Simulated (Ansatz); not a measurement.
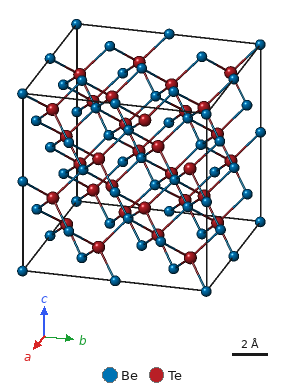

This is the input geometry for a relaxation of a defect cell of composition Be15Te16 (cell charge −2). A ball-and-stick model of the conventional cell (2 times the calculation's cell), seen from a free direction. Lengths and directions refer to the drawn axes.

Case: Be vacancy (site a), charge -2, atoms relaxed at the host's cell.

Method: DFT PBEsol, scalar-relativistic, plane waves, PAW (Ansatz).

Input
```yaml
crystal:
  lattice:
    - [5.6059105095, 5.6059105095, 5.6059105095]
    - [-5.6059105095, 5.6059105095, -5.6059105095]
    - [-5.6059105095, -5.6059105095, 5.6059105095]
  atoms:
    - { symbol: Be, position: [0.5, 0.4983699482, -0.0045327353] }
    - { symbol: Be, position: [0.7454672647, 0.4983699482, 0.75] }
    - { symbol: Be, position: [0.5, 0.25, 0.25] }
    - { symbol: Be, position: [0.7516300518, 0.2470973165, 0.0016300518] }
    - { symbol: Be, position: [0.0, 0.25, 0.75] }
    - { symbol: Be, position: [0.5, -0.0045327353, 0.4983699482] }
    - { symbol: Be, position: [0.7516300518, 0.0016300518, 0.2470973165] }
    - { symbol: Be, position: [-0.0029026835, 0.0016300518, 0.0016300518] }
    - { symbol: Be, position: [0.2483699482, -0.0045327353, 0.75] }
    - { symbol: Be, position: [0.7454672647, 0.75, 0.4983699482] }
    - { symbol: Be, position: [0.0, 0.75, 0.25] }
    - { symbol: Be, position: [0.2483699482, 0.75, -0.0045327353] }
    - { symbol: Be, position: [0.0029026835, 0.5045327353, 0.5045327353] }
    - { symbol: Be, position: [0.2545327353, 0.5045327353, 0.2529026835] }
    - { symbol: Be, position: [0.2545327353, 0.2529026835, 0.5045327353] }
    - { symbol: Te, position: [0.7459740695, -0.0040259305, -0.0040259305], spin: 0.5 }
    - { symbol: Te, position: [0.7496345927, 0.75, 0.2487811176] }
    - { symbol: Te, position: [-0.0012188824, 0.75, -0.0003654073] }
    - { symbol: Te, position: [0.7491465249, 0.5003654073, 0.5003654073] }
    - { symbol: Te, position: [0.0012188824, 0.5008534751, 0.2512188824] }
    - { symbol: Te, position: [0.2503654073, 0.5003654073, -0.0008534751] }
    - { symbol: Te, position: [0.7496345927, 0.2487811176, 0.75] }
    - { symbol: Te, position: [0.0012188824, 0.2512188824, 0.5008534751] }
    - { symbol: Te, position: [0.2508534751, 0.2512188824, 0.2512188824] }
    - { symbol: Te, position: [0.5, 0.2487811176, -0.0003654073] }
    - { symbol: Te, position: [-0.0012188824, -0.0003654073, 0.75] }
    - { symbol: Te, position: [0.2503654073, -0.0008534751, 0.5003654073] }
    - { symbol: Te, position: [0.5, -0.0003654073, 0.2487811176] }
    - { symbol: Te, position: [0.2540259305, 0.75, 0.75], spin: 0.5 }
    - { symbol: Te, position: [0.5, 0.75, 0.5040259305], spin: 0.5 }
    - { symbol: Te, position: [0.5, 0.5040259305, 0.75], spin: 0.5 }
  host:
    lattice:
      - [0.0, 2.8029552548, 2.8029552548]
      - [2.8029552548, 0.0, 2.8029552548]
      - [2.8029552548, 2.8029552548, 0.0]
    atoms:
      - { symbol: Be, position: [0.0, 0.0, 0.0] }
      - { symbol: Te, position: [0.75, 0.75, 0.75] }
total_charge: -2
basis:
  ecutwfc: 420
  xc_grid: 2
kpoints:
  mp_grid: { grid: [2, 2, 2], shift: [0.5, 0.5, 0.5] }
hamiltonian:
  xc: pbesol
scf:
  occupations: { method: gaussian, width: 0.01 }
output:
  forces: true
  stress: false
  eigenvalues: true
  populations: true
  charged_corrections:
    defect_position: [0.5, 0.75, 0.75]
    epsilon: [[8.5625, 0.0, 0.0], [0.0, 8.5625, 0.0], [0.0, 0.0, 8.5625]]
  write_density: true
  write_potential: true
  elf: true
  volumetric_format: npy
magnetization:
  spin_polarized: true
relax:
  adjacent_minimum: "off"
  f_tol: 0.025
  max_steps: 45
```

Run as
```bash
ansatz run input.yaml --threads 4 --pin off --max-ram 6144MiB --backend cpu --events-out ev --progress --plain --runs-dir out
```

**What does the optimiser find from here?**

Over 1 accepted move (2 points after the start) the energy falls by 25.4 meV per cell of the calculation. Largest force component: 0.15 eV/Å at the start, 0.011 eV/Å at the end. The line search rejected the trial step at point 1 of the run. The largest moves, 0.028 Å, are those of 12 atoms (Be1, Be2, Be4, Be6 and others). Be15 goes roughly along +b. Largest moves by element: Be 0.028 Å, Te 0.012 Å. The lattice vectors keep their values. Some distances before and after: Be10–Te30 2.402 → 2.387 Å, Be10–Te19 2.442 → 2.457 Å, Be10–Te17 2.437 → 2.432 Å. The program noted that the starting moments weren't kept. Cost: 24 s on 4 threads of AMD EPYC 9R45 96-Core Processor (Zen 5), on a shared host, peak memory 2.6 GiB.

Limits of the set-up: the cell is charged, on a uniform background, and energies carry no finite-size correction.
